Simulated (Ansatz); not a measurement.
## What a change does: geometry relaxation on Ru

System: Ru (P6₃/mmc, 2 atoms in the cell).
Method of run 1: Kohn-Sham DFT of a periodic cell, RPBE with D4, all-electron LAPW, scalar-relativistic, no spin polarisation (Ansatz 0.2.0).

The structure derives from an entry of the Crystallography Open Database. Text and figures count atoms from 1; the logs count them from 0 in places.

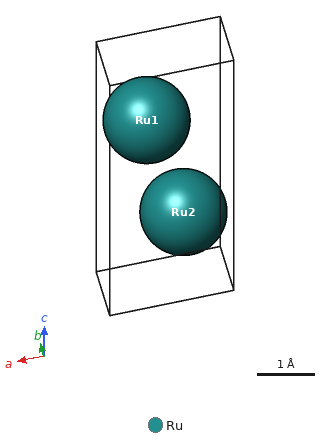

Fig. 1: The starting structure (spheres-only view of the cell of the calculation, seen at an oblique angle; atoms are numbered from 1 in the order of the input).

## Input file, run 1
```yaml
crystal:
  lattice:
    - [2.7058, 0.0, 0.0]
    - [-1.3529, 2.3432915376, 0.0]
    - [0.0, 0.0, 4.2819]
  atoms:
    - { symbol: Ru, position: [0.6666666667, 0.3333333333, 0.75] }
    - { symbol: Ru, position: [0.3333333333, 0.6666666667, 0.25] }
kpoints:
  mp_grid: { grid: [11, 11, 6] }
scf:
  occupations: { method: fermi_dirac, width: 0.05 }
hamiltonian:
  xc: rpbe
  dispersion: d4
  pseudopotentials: { kind: all_electron, lapw: { basis_error: 0.001 } }
output:
  forces: true
  stress: true
relax:
  f_tol: 0.02
  max_steps: 60
  cell: {}
```

Launched with:
```bash
ansatz run input.yaml --threads 1 --pin off --max-ram 3072MiB --backend cpu --events-out ev --progress --plain --runs-dir out
```

Hardware: 1 thread of Intel Xeon (Emerald Rapids), 16 GiB of memory available, shared host.

## Output, shortened to warnings, some set-up lines, iterations and results (run 1)
```
Basis set: ecut = 300.222634868132 eV, 313 PW (Γ), exchange–correlation at level 2
Symmetry: 24 space group operations
k-points: 64 of 726
Initial density: superposition of atomic densities (chi_scale 0.1, normalization cell)
[...]
SCF iter   1: F=—  HF=-246608.091722 eV  |F-HF|=—  |Δ(HF+E_count)|=         —  Δρ=5.80e-2  dr2=4.91e-1  ethr=7.66e-4  ⟨swp⟩=2.3  Hψ=15226  notcnv=0
SCF iter   2: F=—  HF=-246606.948566 eV  |F-HF|=—  |Δ(HF+E_count)|=    1.14e0  Δρ=1.59e-2  dr2=4.98e-2  ethr=7.66e-4  ⟨swp⟩=2.7  Hψ=7755  notcnv=0
SCF iter   3: F=—  HF=-246606.922688 eV  |F-HF|=—  |Δ(HF+E_count)|=   2.59e-2  Δρ=1.40e-2  dr2=4.00e-2  ethr=7.77e-5  ⟨swp⟩=2.0  Hψ=7276  notcnv=0
SCF iter   4: F=—  HF=-246606.921176 eV  |F-HF|=—  |Δ(HF+E_count)|=   1.51e-3  Δρ=7.26e-3  dr2=1.22e-2  ethr=6.25e-5  ⟨swp⟩=2.0  Hψ=6839  notcnv=0
SCF iter   5: F=—  HF=-246606.919886 eV  |F-HF|=—  |Δ(HF+E_count)|=   1.29e-3  Δρ=2.02e-3  dr2=1.10e-3  ethr=1.72e-6  ⟨swp⟩=2.0  Hψ=12306  notcnv=0
[... 17 lines ...]
relax step   3: F+E_penalty+E_count = -246606.92129812 eV  Δ(F+E_penalty+E_count) = -1.400e-3 eV  max|allowed force component| = 7.864e-17 eV/Å  Δτ_max = 0.0000 Å  P = -0.036 …
SCF iter   1: F=—  HF=-246606.921298 eV  |F-HF|=—  |Δ(HF+E_count)|=         —  Δρ=1.69e-5  dr2=7.36e-8  ethr=1.81e-10  ⟨swp⟩=7.0  Hψ=15847  notcnv=0
SCF iter   2: F=-246606.921298 eV  HF=-246606.921298 eV  |F-HF|=7.74e-9  |Δ(HF+E_count)|=   2.52e-7  Δρ=1.13e-5  dr2=3.55e-8  ethr=1.15e-10  ⟨swp⟩=2.0  Hψ=7255  notcnv=0
SCF 4 converged in 2 iterations: F = -246606.921298 eV  dr2 = 3.55e-8
relax step   4: F+E_penalty+E_count = -246606.92129794 eV  Δ(F+E_penalty+E_count) = +1.865e-7 eV  max|allowed force component| = 7.170e-17 eV/Å  Δτ_max = 0.0000 Å  P = -0.035 …
basis re-selected at this cell: Δ(F+E_penalty+E_count) = +1.865e-7 eV, ΔP = +0.001 GPa vs the last step (what re-selecting the basis moved, after the strain that the cell walked since its last selection, with what the two solves' SCF thresholds leave and, on support functions, any second-order …
SCF converged after 2 iterations
Free energy (F): -246606.921298 eV
Harris-Foulkes:  -246606.921298 eV  (|F-HF|=7.74e-9)
Internal energy: -246606.904692 eV  (E = F + TS)
E sigma→0 (E₀):  -246606.912995 eV
Entropy (-TS):   -0.016606 eV (-8.303 meV/atom)
Fermi energy:    25.996714 eV
--- Per-component energies (eV) ---
  E_band       = -9911.479296
  E_kinetic    = 256445.934449
  E_xc         = -7298.441446
  E_electrostatic = -495752.397108  (all electrons and nuclei)
  E_disp       = -2.000586  (pairwise vdW)
  E_smearing   = -0.016606  (= −TS)
  E_closure    = 0.000000  (closes the sum)
  E_atoms      = -246587.764437  (free atoms, spherical and without spin; not in F)
  Σ components = -246606.921298   (vs F -246606.921298, Δ=0.00e0)
  Basis errors (estimates in eV, not in F): energy 2.3e-4 per atom: plane waves 2.1e-4 (1.2e-4 summed), levels above the bands 4.6e-104, relativity 8.4e-8, radial functions 1.1e-5, core shells 1.3e-7; eigenvalues (radial functions only) 2.2e-6; not estimated: angular momenta, meshes, grids; target …
--- Forces (eV/Å), atoms counted from 1 ---
  atom   1  Ru     0.00000000    -0.00000000    -0.00000000
  atom   2  Ru     0.00000000     0.00000000     0.00000000
  max |Σ_I F_I| component: 1.39e-17 eV/Å
--- Stress (GPa, compression-positive) ---
       -0.031748       0.000000       0.000000
        0.000000      -0.031748      -0.000000
        0.000000      -0.000000      -0.042346
  P = ⅓ Tr σ = -0.0353 GPa (-0.353 kbar)
--- Relaxed structure (3 steps of the walk, 2 accepted, 1 SCFs on fresh bases) ---
  F+E_penalty+E_count = -246606.92129794 eV   max|allowed force component| = 7.170e-17 eV/Å   (the final SCF, on the basis selected at the relaxed cell)
  cell:  # Å, volume = 26.9582 Å³
    - [2.699087243417046, 0.0, 1.15591368827665e-34]
    - [-1.349543621708523, 2.337478119829675, -1.9826653079547163e-19]
    - [1.8292212365250476e-34, -3.6229271714517003e-19, 4.272943410472841]
  atoms:
    - { symbol: Ru, position: [0.6666666666666665, 0.33333333333333326, 0.7499999999999999] }
[...]
```

The input of run 2 differs as follows (lines with − go, lines with + come):
```diff
-  dispersion: d4
+  dispersion: d3bj
-  f_tol: 0.02
+  f_tol: 0.005
```

What does this change do to the results?

The total energies belong to different models, so their difference says nothing on which is more stable or more accurate. The volume per atom goes from 13.48 to 12.37 Å³. The SCF takes 29 iterations over all geometry steps against 19. On the same kind of shared host run 2 took about 1.5 times as long.

## Output, shortened to warnings, some set-up lines, iterations and results (run 2)
```
Basis set: ecut = 300.222634868132 eV, 313 PW (Γ), exchange–correlation at level 2
Symmetry: 24 space group operations
k-points: 64 of 726
Initial density: superposition of atomic densities (chi_scale 0.1, normalization cell)
[...]
SCF iter   1: F=—  HF=-246612.950034 eV  |F-HF|=—  |Δ(HF+E_count)|=         —  Δρ=5.80e-2  dr2=4.91e-1  ethr=7.66e-4  ⟨swp⟩=2.3  Hψ=15226  notcnv=0
SCF iter   2: F=—  HF=-246611.806878 eV  |F-HF|=—  |Δ(HF+E_count)|=    1.14e0  Δρ=1.59e-2  dr2=4.98e-2  ethr=7.66e-4  ⟨swp⟩=2.7  Hψ=7755  notcnv=0
SCF iter   3: F=—  HF=-246611.781000 eV  |F-HF|=—  |Δ(HF+E_count)|=   2.59e-2  Δρ=1.40e-2  dr2=4.00e-2  ethr=7.77e-5  ⟨swp⟩=2.0  Hψ=7276  notcnv=0
SCF iter   4: F=—  HF=-246611.779489 eV  |F-HF|=—  |Δ(HF+E_count)|=   1.51e-3  Δρ=7.26e-3  dr2=1.22e-2  ethr=6.25e-5  ⟨swp⟩=2.0  Hψ=6839  notcnv=0
SCF iter   5: F=—  HF=-246611.778198 eV  |F-HF|=—  |Δ(HF+E_count)|=   1.29e-3  Δρ=2.02e-3  dr2=1.10e-3  ethr=1.72e-6  ⟨swp⟩=2.0  Hψ=12306  notcnv=0
[... 31 lines ...]
relax step   5: F+E_penalty+E_count = -246612.04357297 eV  Δ(F+E_penalty+E_count) = -1.547e-5 eV  max|allowed force component| = 7.170e-17 eV/Å  Δτ_max = 0.0000 Å  P = -0.004 …
SCF iter   1: F=—  HF=-246612.043571 eV  |F-HF|=—  |Δ(HF+E_count)|=         —  Δρ=1.67e-5  dr2=5.23e-8  ethr=5.21e-11  ⟨swp⟩=7.5  Hψ=17277  notcnv=0  reapply=14
SCF iter   2: F=-246612.043571 eV  HF=-246612.043571 eV  |F-HF|=8.96e-9  |Δ(HF+E_count)|=   2.19e-7  Δρ=1.12e-5  dr2=2.67e-8  ethr=5.21e-11  ⟨swp⟩=2.5  Hψ=7296  notcnv=0
SCF 6 converged in 2 iterations: F = -246612.043571 eV  dr2 = 2.67e-8
relax step   6: F+E_penalty+E_count = -246612.04357119 eV  Δ(F+E_penalty+E_count) = +1.775e-6 eV  max|allowed force component| = 5.089e-17 eV/Å  Δτ_max = 0.0000 Å  P = -0.004 …
basis re-selected at this cell: Δ(F+E_penalty+E_count) = +1.775e-6 eV, ΔP = -0.000 GPa vs the last step (what re-selecting the basis moved, after the strain that the cell walked since its last selection, with what the two solves' SCF thresholds leave and, on support functions, any second-order …
SCF converged after 2 iterations
Free energy (F): -246612.043571 eV
Harris-Foulkes:  -246612.043571 eV  (|F-HF|=8.96e-9)
Internal energy: -246612.029317 eV  (E = F + TS)
E sigma→0 (E₀):  -246612.036444 eV
Entropy (-TS):   -0.014254 eV (-7.127 meV/atom)
Fermi energy:    28.784993 eV
--- Per-component energies (eV) ---
  E_band       = -9741.265027
  E_kinetic    = 256461.908379
  E_xc         = -7301.685188
  E_electrostatic = -495764.739792  (all electrons and nuclei)
  E_disp       = -7.512716  (pairwise vdW)
  E_smearing   = -0.014254  (= −TS)
  E_closure    = 0.000000  (closes the sum)
  E_atoms      = -246587.764437  (free atoms, spherical and without spin; not in F)
  Σ components = -246612.043571   (vs F -246612.043571, Δ=0.00e0)
  Basis errors (estimates in eV, not in F): energy 2.3e-4 per atom: plane waves 2.2e-4 (1.2e-4 summed), levels above the bands 1.9e-111, relativity 7.6e-8, radial functions 9.4e-6, core shells 3.1e-7; eigenvalues (radial functions only) 2.1e-6; not estimated: angular momenta, meshes, grids; target …
--- Forces (eV/Å), atoms counted from 1 ---
  atom   1  Ru    -0.00000000     0.00000000     0.00000000
  atom   2  Ru    -0.00000000    -0.00000000    -0.00000000
  max |Σ_I F_I| component: 2.78e-17 eV/Å
--- Stress (GPa, compression-positive) ---
       -0.003496       0.000000      -0.000000
        0.000000      -0.003496       0.000000
       -0.000000       0.000000      -0.005067
  P = ⅓ Tr σ = -0.0040 GPa (-0.040 kbar)
--- Relaxed structure (5 steps of the walk, 5 accepted, 1 SCFs on fresh bases) ---
  F+E_penalty+E_count = -246612.04357119 eV   max|allowed force component| = 5.089e-17 eV/Å   (the final SCF, on the basis selected at the relaxed cell)
  cell:  # Å, volume = 24.7406 Å³
    - [2.6183948878612844, -1.1113727331883312e-33, 4.334676331037437e-34]
    - [-1.3091974439306422, 2.2675964900271786, -2.565464169136262e-18]
    - [5.944969018706404e-34, -4.687876369480418e-18, 4.166869850114066]
  atoms:
    - { symbol: Ru, position: [0.6666666666666667, 0.33333333333333337, 0.7500000000000001] }
[...]
```

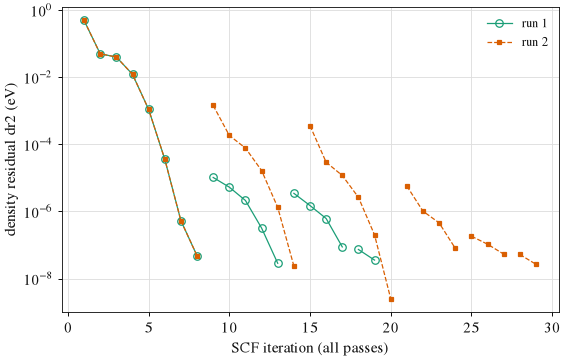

Fig. 2: Convergence of the two runs: density residual dr2 against the SCF iteration. A break in a curve parts two SCF passes. Run 1 takes 19 iterations in all, and run 2 takes 29.

## The two runs side by side

```tsv
quantity	run 1	run 2
outcome	converged	converged
free energy per atom (eV)	−123303.4606	−123306.0218
energy per atom, smearing taken to zero (eV)	−123303.4565	−123306.0182
pressure (GPa)	−0.04	0.00
volume per atom (Å³)	13.48	12.37
largest force (eV/Å)	0.000	0.000
SCF iterations	19	29
irreducible k-points	64	64
wall time (shared host)	29 s	43 s
```
